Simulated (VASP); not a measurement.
**Run report: LiCl, geometry relaxation (part 2 of 2)**

The same run, continued: LiCl (Fm-3m, 2 atoms in the cell); DFT, plane waves, PAW, settings varied from a PBEsol run (VASP 6.6.1); 8×8×8 k-mesh. The structure was built on a prototype by a generator. Some settings of this run were made unusual or wrong on purpose. The geometry comes from this level: PBE.

Geometry of the input (Å; fractional positions):
```
0.0000  2.5746  2.5746
2.5746  0.0000  2.5746
2.5746  2.5746  0.0000
Li -0.0000  0.0000  0.0000
Cl 0.5000  0.5000  0.5000
```

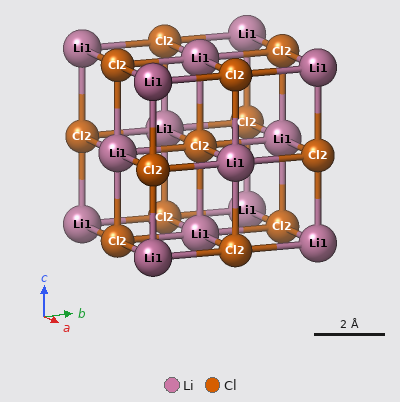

*The input geometry (ball-and-stick view of the cell 4 times as large as that of the calculation, set on its symmetry axes, seen slightly off an axis; atoms are numbered from 1 in the order of the input).*

### Parts of OUTCAR
```
k-points           NKPTS =     29   k-points in BZ     NKDIM =     29   number of bands    NBANDS=     12

   NELECT =      10.0000    total number of electrons

   dimension x,y,z NGX =    12 NGY =   12 NGZ =   12
   dimension x,y,z NGXF=    24 NGYF=   24 NGZF=   24

  energy-cutoff  :      180.00
  volume of cell :       26.33
      direct lattice vectors                 reciprocal lattice vectors
     0.000000000  2.361130138  2.361130138    -0.211762999  0.211762999  0.211762999
     2.361130138 -0.000000000  2.361130138     0.211762999 -0.211762999  0.211762999
     2.361130138  2.361130138  0.000000000     0.211762999  0.211762999 -0.211762999

 k-points in reciprocal lattice and weights: KPOINTS created by Atomic Simulation Env
   0.00000000  0.00000000  0.00000000       0.002
   0.12500000  0.00000000  0.00000000       0.016
   0.25000000  0.00000000  0.00000000       0.016
   0.37500000  0.00000000  0.00000000       0.016
   0.50000000  0.00000000  0.00000000       0.008
   0.12500000  0.12500000  0.00000000       0.012
   0.25000000  0.12500000  0.00000000       0.047
   0.37500000  0.12500000  0.00000000       0.047
   0.50000000  0.12500000  0.00000000       0.047
  -0.37500000  0.12500000  0.00000000       0.047
  -0.25000000  0.12500000  0.00000000       0.047
  -0.12500000  0.12500000  0.00000000       0.023
   0.25000000  0.25000000  0.00000000       0.012
   0.37500000  0.25000000  0.00000000       0.047
   0.50000000  0.25000000  0.00000000       0.047
  -0.37500000  0.25000000  0.00000000       0.047
  -0.25000000  0.25000000  0.00000000       0.023
   0.37500000  0.37500000  0.00000000       0.012
   0.50000000  0.37500000  0.00000000       0.047
  -0.37500000  0.37500000  0.00000000       0.023
   0.50000000  0.50000000  0.00000000       0.006
   0.37500000  0.25000000  0.12500000       0.047
   0.50000000  0.25000000  0.12500000       0.094
  -0.37500000  0.25000000  0.12500000       0.047
   0.50000000  0.37500000  0.12500000       0.047
  -0.37500000  0.37500000  0.12500000       0.094
  -0.25000000  0.37500000  0.12500000       0.047
  -0.37500000  0.50000000  0.12500000       0.023
  -0.25000000  0.50000000  0.25000000       0.012

 E-fermi :   3.3358

 k-point     1 :       0.0000    0.0000    0.0000
  band No.  band energies     occupation
      1     -41.1463      2.00000
      2     -11.4749      2.00000
      3       2.9065      2.00000
      4       2.9094      2.00000
      5       2.9094      2.00000
      6      12.1222      0.00000
      7      14.9099      0.00000
      8      14.9102      0.00000
      9      14.9102      0.00000
     10      18.3161      0.00000
     11      18.5891      0.00000
     12      18.5926      0.00000

 k-point     2 :       0.1250    0.0000    0.0000
  band No.  band energies     occupation
      1     -41.1488      2.00000
      2     -11.3714      2.00000
      3       2.2526      2.00000
      4       2.8405      2.00000
      5       2.8431      2.00000
      6      12.0895      0.00000
      7      14.3969      0.00000
      8      14.9359      0.00000
      9      14.9372      0.00000
     10      16.4957      0.00000
     11      16.4957      0.00000
     12      19.4857      0.00000

 k-point     3 :       0.2500    0.0000    0.0000
  band No.  band energies     occupation
      1     -41.1727      2.00000
      2     -11.1116      2.00000
      3       0.8745      2.00000
      4       2.6822      2.00000
      5       2.6850      2.00000
      6      10.9185      0.00000
      7      13.6834      0.00000
      8      13.6853      0.00000
      9      15.5544      0.00000
     10      17.3935      0.00000
     11      17.3947      0.00000
     12      21.2124      0.00000

 k-point     4 :       0.3750    0.0000    0.0000
  band No.  band energies     occupation
      1     -41.1566      2.00000
      2     -10.8026      2.00000
      3      -0.2791      2.00000
      4       2.5580      2.00000
      5       2.5606      2.00000
      6       9.9265      0.00000
      7      12.6178      0.00000
      8      12.6197      0.00000
      9      17.6322      0.00000
     10      19.6069      0.00000
     11      19.6086      0.00000
     12      23.3324      0.00000

 k-point     5 :       0.5000    0.0000    0.0000
  band No.  band energies     occupation
      1     -41.1474      2.00000
      2     -10.6621      2.00000
      3      -0.7356      2.00000
      4       2.5072      2.00000
      5       2.5098      2.00000
      6       9.5808      0.00000
      7      12.2424      0.00000
      8      12.2443      0.00000
      9      19.0400      0.00000
     10      21.4125      0.00000
     11      21.4155      0.00000
     12      23.9289      0.00000

 [... the levels of 23 k-points are left out ...]

 k-point    29 :      -0.2500    0.5000    0.2500
  band No.  band energies     occupation
      1     -41.1963      2.00000
      2     -10.1910      2.00000
      3      -0.4195      2.00000
      4      -0.4176      2.00000
      5       1.5358      2.00000
      6      13.3979      0.00000
      7      13.8911      0.00000
      8      13.8924      0.00000
      9      15.5534      0.00000
     10      20.5253      0.00000
     11      20.5264      0.00000
     12      23.1886      0.00000

  Total       -0.0087537     -0.0087537     -0.0087537      0.0000000     -0.0000000      0.0000000
  in kB       -0.5327389     -0.5327389     -0.5327389      0.0000000     -0.0000000      0.0000000
  external PRESSURE =      -0.5327389 kB  Pullay stress =       0.0000000 kB

 POSITION                                       TOTAL-FORCE (eV/Angst)
 -----------------------------------------------------------------------------------
      0.00000      0.00000      0.00000         0.000000      0.000000     -0.000000
      2.36113      2.36113      2.36113        -0.000000      0.000000      0.000000
 -----------------------------------------------------------------------------------
    total drift:                                0.000000     -0.000000      0.000000

  FREE ENERGIE OF THE ION-ELECTRON SYSTEM (eV)
  ---------------------------------------------------
  free  energy   TOTEN  =       -14.4601417001 eV

  energy  without entropy=      -14.4601417001  energy(sigma->0) =      -14.46014170
```

### CONTCAR
```
Li Cl
   1.00000000000000
     0.0000000000000000    2.3611301377516116    2.3611301377516116
     2.3611301377516116   -0.0000000000000000    2.3611301377516116
     2.3611301377516116    2.3611301377516116    0.0000000000000000
  Li              Cl
     1     1
Direct
     0.0000000000000000    0.0000000000000000    0.0000000000000000
     0.5000000000000000    0.5000000000000000    0.5000000000000000

  0.00000000E+00  0.00000000E+00  0.00000000E+00
  0.00000000E+00  0.00000000E+00  0.00000000E+00
```

### Trajectory as extended XYZ (Å, eV, eV/Å), 16 frames, from step=None to step=None
```
2
Lattice="0.0000 2.5746 2.5746 2.5746 0.0000 2.5746 2.5746 2.5746 0.0000" Properties=species:S:1:pos:R:3:forces:R:3 step=None energy=-13.82429
Li    0.0000    0.0000    0.0000    0.0000   0.0000   0.0000
Cl    2.5746    2.5746    2.5746    0.0000   0.0000   0.0000
2
Lattice="0.0000 2.2722 2.2722 2.2722 -0.0000 2.2722 2.2722 2.2722 0.0000" Properties=species:S:1:pos:R:3:forces:R:3 step=None energy=-14.33835
Li    2.2722    0.0000    2.2722    0.0000   0.0000   0.0000
Cl    2.2722    2.2722    2.2722    0.0000   0.0000   0.0000
2
Lattice="0.0000 2.3596 2.3596 2.3596 -0.0000 2.3596 2.3596 2.3596 0.0000" Properties=species:S:1:pos:R:3:forces:R:3 step=None energy=-14.46015
Li    0.0000    0.0000    0.0000    0.0000   0.0000   0.0000
Cl    2.3596    2.3596    2.3596    0.0000   0.0000   0.0000
2
Lattice="0.0000 2.3639 2.3639 2.3639 -0.0000 2.3639 2.3639 2.3639 0.0000" Properties=species:S:1:pos:R:3:forces:R:3 step=None energy=-14.45995
Li    0.0000    0.0000    0.0000    0.0000   0.0000   0.0000
Cl    2.3639    2.3639    2.3639    0.0000   0.0000   0.0000
2
Lattice="0.0000 2.3638 2.3638 2.3638 -0.0000 2.3638 2.3638 2.3638 0.0000" Properties=species:S:1:pos:R:3:forces:R:3 step=None energy=-14.45996
Li    0.0000    2.3638    2.3638    0.0000   0.0000   0.0000
Cl    2.3638    2.3638    2.3638    0.0000   0.0000   0.0000
2
Lattice="0.0000 2.3636 2.3636 2.3636 -0.0000 2.3636 2.3636 2.3636 0.0000" Properties=species:S:1:pos:R:3:forces:R:3 step=None energy=-14.45998
Li    0.0000    0.0000    0.0000    0.0000   0.0000   0.0000
Cl    2.3636    2.3636    2.3636    0.0000   0.0000   0.0000
2
Lattice="0.0000 2.3636 2.3636 2.3636 -0.0000 2.3636 2.3636 2.3636 0.0000" Properties=species:S:1:pos:R:3:forces:R:3 step=None energy=-14.45998
Li    0.0000    0.0000    0.0000    0.0000   0.0000   0.0000
Cl    2.3636    2.3636    2.3636    0.0000   0.0000   0.0000
2
Lattice="0.0000 2.3636 2.3636 2.3636 -0.0000 2.3636 2.3636 2.3636 0.0000" Properties=species:S:1:pos:R:3:forces:R:3 step=None energy=-14.45998
Li    0.0000    0.0000    0.0000    0.0000   0.0000   0.0000
Cl    2.3636    2.3636    2.3636    0.0000   0.0000   0.0000
2
Lattice="0.0000 2.3636 2.3636 2.3636 -0.0000 2.3636 2.3636 2.3636 0.0000" Properties=species:S:1:pos:R:3:forces:R:3 step=None energy=-14.45998
Li    0.0000    0.0000    0.0000    0.0000   0.0000   0.0000
Cl    2.3636    2.3636    2.3636    0.0000   0.0000   0.0000
2
Lattice="0.0000 2.3636 2.3636 2.3636 -0.0000 2.3636 2.3636 2.3636 0.0000" Properties=species:S:1:pos:R:3:forces:R:3 step=None energy=-14.45998
Li    0.0000    0.0000    0.0000    0.0000   0.0000   0.0000
Cl    2.3636    2.3636    2.3636    0.0000   0.0000   0.0000
2
Lattice="0.0000 2.3635 2.3635 2.3635 -0.0000 2.3635 2.3635 2.3635 0.0000" Properties=species:S:1:pos:R:3:forces:R:3 step=None energy=-14.45998
Li    0.0000    0.0000    0.0000    0.0000   0.0000   0.0000
Cl    2.3635    2.3635    2.3635    0.0000   0.0000   0.0000
2
Lattice="0.0000 2.3635 2.3635 2.3635 -0.0000 2.3635 2.3635 2.3635 0.0000" Properties=species:S:1:pos:R:3:forces:R:3 step=None energy=-14.45999
Li    0.0000    0.0000    0.0000    0.0000   0.0000   0.0000
Cl    2.3635    2.3635    2.3635    0.0000   0.0000   0.0000
2
Lattice="0.0000 2.3633 2.3633 2.3633 -0.0000 2.3633 2.3633 2.3633 0.0000" Properties=species:S:1:pos:R:3:forces:R:3 step=None energy=-14.46001
Li    0.0000    0.0000    0.0000    0.0000   0.0000   0.0000
Cl    2.3633    2.3633    2.3633    0.0000   0.0000   0.0000
2
Lattice="0.0000 2.3630 2.3630 2.3630 -0.0000 2.3630 2.3630 2.3630 0.0000" Properties=species:S:1:pos:R:3:forces:R:3 step=None energy=-14.46004
Li    0.0000    0.0000    0.0000    0.0000   0.0000   0.0000
Cl    2.3630    2.3630    2.3630    0.0000   0.0000   0.0000
2
Lattice="0.0000 2.3624 2.3624 2.3624 -0.0000 2.3624 2.3624 2.3624 0.0000" Properties=species:S:1:pos:R:3:forces:R:3 step=None energy=-14.46008
Li    0.0000    0.0000    0.0000    0.0000   0.0000   0.0000
Cl    2.3624    2.3624    2.3624    0.0000   0.0000   0.0000
2
Lattice="0.0000 2.3611 2.3611 2.3611 -0.0000 2.3611 2.3611 2.3611 0.0000" Properties=species:S:1:pos:R:3:forces:R:3 step=None energy=-14.46014
Li    0.0000    0.0000    0.0000    0.0000   0.0000   0.0000
Cl    2.3611    2.3611    2.3611    0.0000   0.0000   0.0000
```

### Outcome

| quantity | value |
| --- | --- |
| outcome | converged |
| space group (tolerance 0.01 Å) | Fm-3m (225) |
| electrons treated | 10 |
| free energy | −14.4601 eV |
| Fermi energy | 3.336 eV |
| pressure | −0.05 GPa |
| final volume | 26.33 Å³ |
| largest force (length of the vector) at the end | under 0.001 eV/Å |
| final cell | a = 3.339 Å, b = 3.339 Å, c = 3.339 Å, α = 60.00°, β = 60.00°, γ = 60.00° |
| hardware | 1 CPU thread, shared host |
| wall time | 6.3 s |
| peak memory | 0.11 GiB |

### Diagnosis

Some settings of this run were drawn to be unusual or wrong (NELM = 90; NSW = 30; ENCUT = 180; PREC = Normal). It converged; results that depend on the unusual settings are not reference values. The volume changed by more than 5 % on the plane waves of the start, so the result carries a basis error; a second relaxation from the end is advised.
